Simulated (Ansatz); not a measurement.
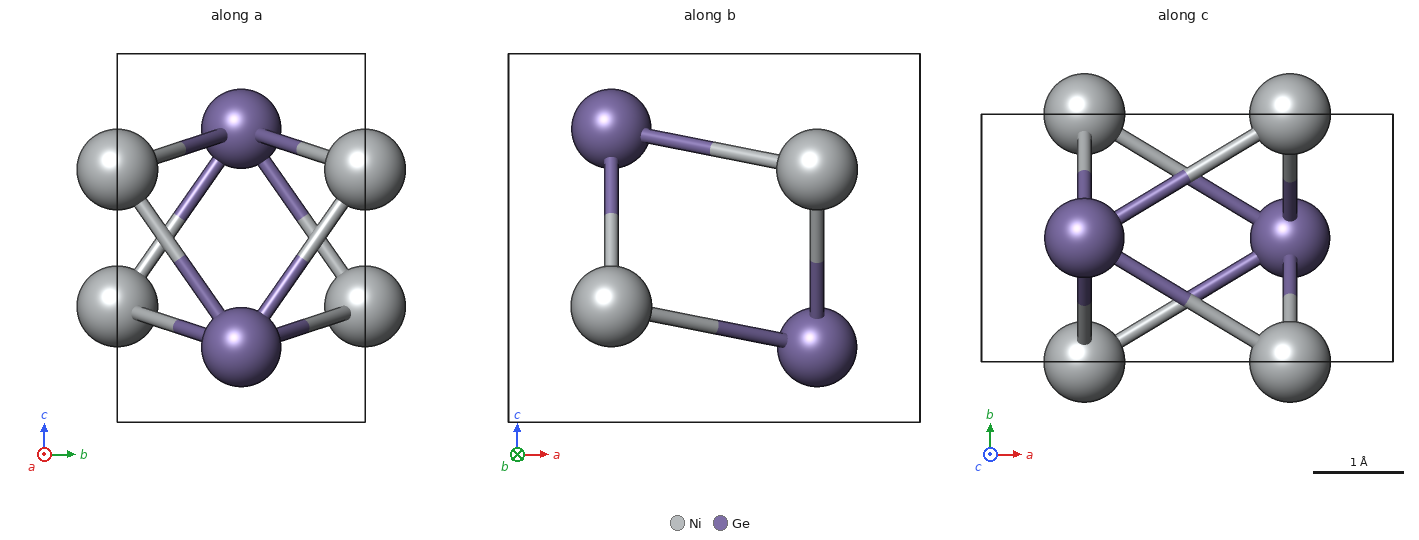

Drawn in the ball-and-stick manner and seen along the a axis, along the b axis and along the c axis. The conventional unit cell is drawn as a box.

Lattice parameters: a = 4.6229 Å, b = 2.7829 Å, c = 4.1404 Å, α = 90.000°, β = 90.000°, γ = 90.000°.

> Reconstruct the structure as a CIF with its space group and independent sites, with free fractional coordinates to two decimals.

```cif
data_structure
_symmetry_space_group_name_H-M 'P m m a'
_symmetry_Int_Tables_number 51
_cell_length_a 4.6229
_cell_length_b 2.7829
_cell_length_c 4.1404
_cell_angle_alpha 90.000
_cell_angle_beta 90.000
_cell_angle_gamma 90.000
_cell_volume 53.27
loop_
_atom_site_label
_atom_site_type_symbol
_atom_site_symmetry_multiplicity
_atom_site_Wyckoff_symbol
_atom_site_fract_x
_atom_site_fract_y
_atom_site_fract_z
_atom_site_occupancy
Ni1 Ni 2 e 0.75 0.00 0.69 1
Ge1 Ge 2 f 0.75 0.50 0.20 1
```

The initial geometry was a textbook structure type filled with these elements (whether it is the usual form wasn't checked). The picture shows the end point of a geometry optimisation with DFT PBE, scalar-relativistic, plane waves, PAW (Ansatz).
